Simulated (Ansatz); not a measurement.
# Run report: Al₂₄N₂₅, single-point calculation (part 2 of 2)

Continued. System: Al₂₄N₂₅ (defect cell, 49 atoms in the cell). Method: DFT PBE, scalar-relativistic, plane waves, PAW, spin-polarised (Ansatz 0.2.0); cutoff 420 eV, 2×2×2 k-mesh, Gaussian smearing of 0.05 eV, collinear spins. The structure derives from a Materials Project entry.

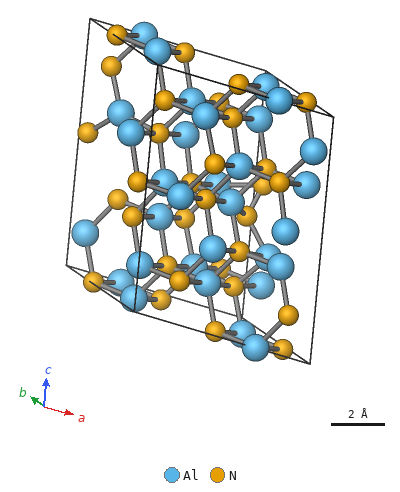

The structure as given in the input (ball-and-stick view of the cell of the calculation, seen slightly off an axis). An atom can appear more than once, as a periodic image.

## What the program printed, continued
```
--- Forces (eV/Å), atoms counted from 1 ---
  atom   1  Al     0.00410536    -0.00487064     0.00717477
  atom   2  Al    -0.00057632    -0.00920149    -0.00504854
  atom   3  Al    -0.00455691     0.00196708     0.00388619
  atom   4  Al    -0.00749191    -0.00386759    -0.00045690
  atom   5  Al     0.01616936    -0.00271633     0.01836369
  atom   6  Al    -0.00013958    -0.00709383    -0.02702755
  atom   7  Al     0.00292734     0.00259809    -0.00300248
  atom   8  Al    -0.00453813     0.00884981     0.00406251
  atom   9  Al     0.00385044     0.00478295    -0.00492244
  atom  10  Al     0.00818784    -0.00285322     0.00417145
  atom  11  Al    -0.00112161    -0.00250403     0.00318469
  atom  12  Al     0.00139919    -0.00071176    -0.00367350
  atom  13  Al    -0.00045972    -0.00124657     0.00093325
  atom  14  Al    -0.00543942    -0.00707455    -0.00177744
  atom  15  Al     0.00825571     0.00288748     0.00084187
  atom  16  Al    -0.04627341    -0.02390891    -0.00059316
  atom  17  Al     0.02413096    -0.01465297     0.01231346
  atom  18  Al     0.00261967    -0.00082215    -0.00606353
  atom  19  Al    -0.01304439     0.03678118     0.00321790
  atom  20  Al     0.01171686    -0.00323309    -0.00442907
  atom  21  Al    -0.00120918     0.00146834    -0.00253853
  atom  22  Al     0.00435136     0.00082572     0.00377380
  atom  23  Al    -0.00007110    -0.00827842     0.00085042
  atom  24  Al    -0.00553041     0.00994420     0.00046404
  atom  25  N      0.00509384     0.00249197    -0.00170803
  atom  26  N      0.00132839     0.01711149     0.00355433
  atom  27  N      0.00373274     0.01103336    -0.00293463
  atom  28  N      0.01271613    -0.00104810     0.00362467
  atom  29  N      0.00406983    -0.00997996     0.02781784
  atom  30  N     -0.00215174     0.00046894     0.00083741
  atom  31  N      0.00326448    -0.00178918     0.00321431
  atom  32  N     -0.00260416    -0.01015992    -0.00061788
  atom  33  N     -0.00054782    -0.00337522     0.00388374
  atom  34  N     -0.01588499    -0.00777797    -0.00176977
  atom  35  N     -0.00156633    -0.00162387    -0.00182005
  atom  36  N     -0.00114541     0.00447141     0.00186827
  atom  37  N      0.00140471     0.00603435    -0.00216081
  atom  38  N      0.00241166     0.00402763     0.00178799
  atom  39  N     -0.01365220    -0.00761697     0.00703319
  atom  40  N      0.00412851     0.00458918     0.00540816
  atom  41  N     -0.00185205    -0.00079854    -0.01221441
  atom  42  N     -0.00343212    -0.00046036     0.01363412
  atom  43  N     -0.00199973     0.01203705    -0.01478387
  atom  44  N     -0.00068437    -0.00274611    -0.00434908
  atom  45  N     -0.00163921    -0.00510711     0.01352209
  atom  46  N     -0.00197443    -0.00203246    -0.00766278
  atom  47  N      0.00163590     0.00087925     0.00401772
  atom  48  N     -0.00366583     0.00070682    -0.00533923
  atom  49  N      0.01576709     0.01358218    -0.03855290
  max |Σ_I F_I| component: 1.49e-5 eV/Å
--- Band table (eV; the first three rows and the last of 16) ---
  k-point 0 ↑: bands = ["-10.5206", "-7.5694", "-6.8295", "-6.6543", "-5.8451", "-5.7105", "-5.6270", "-5.6223", "-5.5809", "-5.5685", "-5.5434", "-5.5235", "-5.4067", "-5.2328", "-5.2082", "-5.1504", "-5.0863", "-5.0791", "-5.0609", "-5.0171", "-4.7190", "-4.2570", "-4.1584", "-4.0732", "-2.3047", "1.4462", "1.4847", "1.8328", "1.9926", "2.0109", "2.1337", "2.2984", "2.5109", "2.5843", "2.8301", "2.8977", "3.1109", "3.1203", "3.1368", "3.1536", "3.1890", "3.2068", "3.4092", "3.6509", "4.0517", "4.0978", "4.2282", "4.2816", "4.3915", "4.4394", "4.5744", "4.6846", "4.7100", "4.8604", "4.9825", "5.0505", "5.3043", "5.3526", "5.3696", "5.4199", "5.5257", "5.6240", "5.6821", "5.6937", "5.7617", "5.7746", "5.7963", "5.8001", "5.8533", "5.9185", "5.9240", "6.0031", "6.0608", "6.1000", "6.2653", "6.4755", "6.5591", "6.8827", "6.9181", "7.2935", "7.3119", "7.3446", "7.3531", "7.4216", "7.4275", "7.4997", "7.5173", "7.5452", "7.5516", "7.5742", "7.5884", "7.5961", "7.6256", "7.6406", "7.6677", "7.7005", "9.0572", "9.1194", "9.2692", "12.3901", "13.1764", "13.8547", "13.8706", "14.1092", "14.1361", "14.2284", "14.3619", "14.4358", "14.4925", "14.5777", "14.5808", "14.7263", "14.7665", "14.8453", "14.8733", "14.9934", "15.1417"]
  k-point 1 ↑: bands = ["-10.5204", "-7.4702", "-7.2190", "-5.9517", "-5.9326", "-5.7999", "-5.7182", "-5.6929", "-5.6831", "-5.6546", "-5.5786", "-5.3712", "-5.3231", "-5.2757", "-5.2479", "-5.2463", "-5.2056", "-5.2007", "-4.9109", "-4.7541", "-4.6216", "-4.5173", "-4.1372", "-4.0498", "-2.2726", "1.4507", "1.5769", "2.0867", "2.2968", "2.2981", "2.3328", "2.3593", "2.3813", "2.4628", "2.4648", "2.4901", "2.6515", "2.6979", "2.9779", "3.1786", "3.2693", "3.4193", "3.4975", "3.7605", "3.8958", "4.1479", "4.1748", "4.2815", "4.4944", "4.5441", "4.6310", "4.7161", "4.8069", "4.8208", "5.0763", "5.1773", "5.1912", "5.3392", "5.3932", "5.4170", "5.4946", "5.5233", "5.5542", "5.5983", "5.6863", "5.6951", "5.7223", "5.7781", "6.0382", "6.0426", "6.1997", "6.2409", "6.3075", "6.3539", "6.5069", "6.6278", "6.7706", "6.8679", "6.9058", "6.9523", "7.0163", "7.1100", "7.1340", "7.2199", "7.2604", "7.3699", "7.4034", "7.4721", "7.5222", "7.5356", "7.5657", "7.5732", "7.5956", "7.6072", "7.6872", "8.5658", "8.6831", "9.1911", "9.2599", "13.3019", "13.3259", "13.9458", "14.0995", "14.1365", "14.2194", "14.2840", "14.3274", "14.3420", "14.4289", "14.4532", "14.4869", "14.5447", "14.5707", "14.6243", "14.6700", "14.8033", "14.8954"]
  k-point 2 ↑: bands = ["-10.5148", "-7.1190", "-6.9641", "-6.6902", "-6.4902", "-6.0224", "-6.0030", "-5.9587", "-5.7901", "-5.6823", "-5.5395", "-5.4722", "-5.1627", "-4.8186", "-4.8009", "-4.7842", "-4.7184", "-4.6951", "-4.6630", "-4.6558", "-4.6315", "-4.6151", "-4.6019", "-4.5682", "-2.2463", "1.3842", "1.5613", "2.0926", "2.1654", "2.1670", "2.2618", "2.3891", "2.5170", "2.5932", "2.6558", "2.7201", "2.9259", "3.0258", "3.0565", "3.1503", "3.2460", "3.3334", "3.4170", "3.5534", "3.6569", "3.7744", "3.8965", "3.9793", "4.3078", "4.3829", "4.5150", "4.6723", "4.7122", "4.7489", "4.9776", "5.0642", "5.2533", "5.3083", "5.3887", "5.4816", "5.5243", "5.6153", "5.6358", "5.6833", "5.7795", "5.8496", "5.8947", "5.9333", "5.9424", "6.0341", "6.1065", "6.1865", "6.2853", "6.3542", "6.4147", "6.4455", "6.4884", "6.7299", "6.7705", "6.8445", "6.9942", "7.1001", "7.1242", "7.1821", "7.2304", "7.4263", "7.5783", "7.6241", "7.7025", "7.7761", "7.8326", "7.8942", "7.9332", "8.0948", "8.1322", "8.1996", "8.2802", "9.0158", "9.2749", "13.5327", "13.6906", "13.7366", "13.8092", "13.8759", "13.8921", "14.1955", "14.3157", "14.5164", "14.6585", "14.7561", "14.7975", "14.8304", "14.9395", "14.9670", "15.0024", "15.2213", "15.2793"]
  k-point 7 ↓: bands = ["-10.1591", "-6.8274", "-6.7863", "-6.7665", "-6.6234", "-6.1992", "-6.1420", "-5.8142", "-5.8076", "-5.6699", "-5.5426", "-5.5369", "-5.3058", "-5.0475", "-5.0306", "-4.9770", "-4.8578", "-4.8500", "-4.7774", "-4.6514", "-4.3349", "-4.1649", "-4.1324", "-4.1275", "-1.7484", "1.2901", "1.7388", "2.0133", "2.1348", "2.2691", "2.3261", "2.4675", "2.7036", "2.8078", "2.8919", "3.1190", "3.1436", "3.1918", "3.2478", "3.2761", "3.4051", "3.4669", "3.5364", "3.9114", "3.9325", "3.9941", "4.0288", "4.0380", "4.0738", "4.1132", "4.2029", "4.2228", "4.2429", "4.4030", "4.5323", "4.5427", "4.7155", "4.7696", "4.8294", "5.2152", "5.3864", "5.4707", "5.6004", "5.7171", "5.7634", "5.7783", "5.9171", "5.9777", "6.0907", "6.1073", "6.1534", "6.2135", "6.4742", "6.4899", "6.5914", "6.6845", "6.7059", "7.1364", "7.2328", "7.3095", "7.3376", "7.4007", "7.4160", "7.4633", "7.4720", "7.5316", "7.5360", "7.6103", "7.6118", "7.7177", "7.7453", "7.7475", "7.9223", "8.1920", "8.2477", "8.2853", "8.3128", "9.0687", "9.9801", "12.9999", "13.4051", "14.0240", "14.0502", "14.2568", "14.3007", "14.5257", "14.6036", "14.6667", "14.7774", "14.8559", "14.8588", "15.0600", "15.3244", "15.8293", "15.8429", "15.9022", "15.9275"]
--- Löwdin populations: 49 sites ---
  site symbol       q [e]    m [muB]
     0     Al      1.8774    -0.0006
     1     Al      1.8792    -0.0000
     2     Al      1.8773     0.0011
     3     Al      1.8810    -0.0004
     4     Al      1.8599     0.0094
     5     Al      1.8594     0.0088
     6     Al      1.8771     0.0011
     7     Al      1.8811    -0.0004
     8     Al      1.8791    -0.0001
     9     Al      1.8773    -0.0005
    10     Al      1.8824    -0.0001
    11     Al      1.8756    -0.0001
    12     Al      1.8744     0.0002
    13     Al      1.8596    -0.0005
    14     Al      1.8791     0.0003
    15     Al      1.8789     0.0010
    16     Al      1.8646    -0.0047
    17     Al      1.8691     0.0001
    18     Al      1.8789     0.0022
    19     Al      1.8791     0.0002
    20     Al      1.8744     0.0002
    21     Al      1.8600    -0.0005
    22     Al      1.8780     0.0009
    23     Al      1.8778     0.0009
    24      N      6.0519     0.0031
    25      N      6.0519     0.0074
    26      N      6.0472     0.0136
    27      N      6.0471     0.0030
    28      N      5.5895     0.3564
    29      N      6.0434     0.0007
    30      N      6.0473     0.0029
    31      N      6.0476     0.0121
    32      N      6.0518     0.0029
    33      N      6.0523     0.0069
    34      N      6.0447     0.0006
    35      N      6.0448     0.0006
    36      N      6.0399     0.0010
    37      N      6.0458     0.0016
    38      N      6.0288     0.0642
    39      N      6.0212     0.0105
    40      N      6.0335     0.0214
    41      N      6.0340     0.0201
    42      N      6.0312     0.0582
    43      N      6.0210     0.0113
    44      N      6.0460     0.0016
    45      N      6.0399     0.0010
    46      N      6.0440     0.0008
    47      N      6.0462     0.0010
    48      N      5.5868     0.3622
  spilling = 0.009550 (of n_electrons = 197.000000)
--- Band densities, each state counted as filled ---
  window                                       electrons  max residual (eV)  cut levels
  e_range: [-0.83, -0.22]            2.125000 + 1.125000             1.2e-6           0
  e_range: [0.22, 0.83]              0.000000 + 1.000000             7.7e-5           0
  e_range: [0.2, 0.37]               0.000000 + 1.000000             7.7e-5           0
```

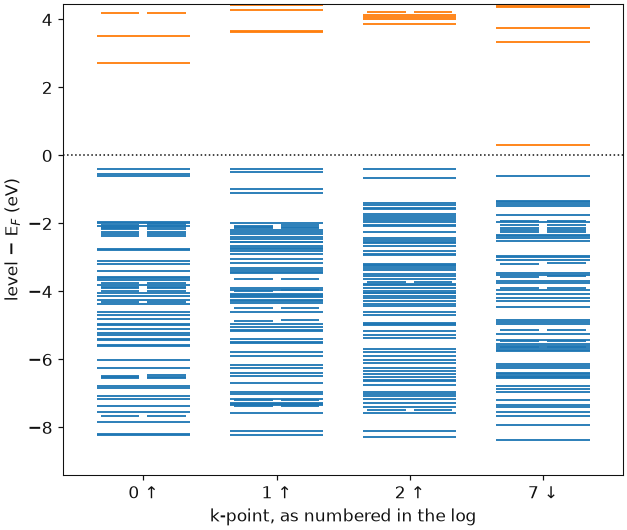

Kohn–Sham levels near the Fermi level (dotted) at the few k-points that the log prints; levels within 0.02 eV of each other stand side by side. Among these points the highest filled and lowest empty levels are 0.71 eV apart; the gap on the full mesh, 0.46 eV, has an edge at a point that isn't printed.

## Results in brief

| quantity | value |
| --- | --- |
| outcome | converged |
| electrons treated | 197 |
| free energy | −22555.7054 eV |
| Fermi energy | 9.666 eV |
| gap on the k-point mesh | 0.46 eV |
| net moment of the cell | 1.00 μB |
| integrated absolute moment | 1.07 μB |
| largest force (length of the vector) | 0.052 eV/Å |
| hardware | 4 threads of Arm Neoverse V1, 24 GiB of memory available, shared host |
| wall time | 32 s (CPU time 2.1 min) |
| peak memory | 1.9 GiB |

Notes on the run: the state was not tested for a lower one.
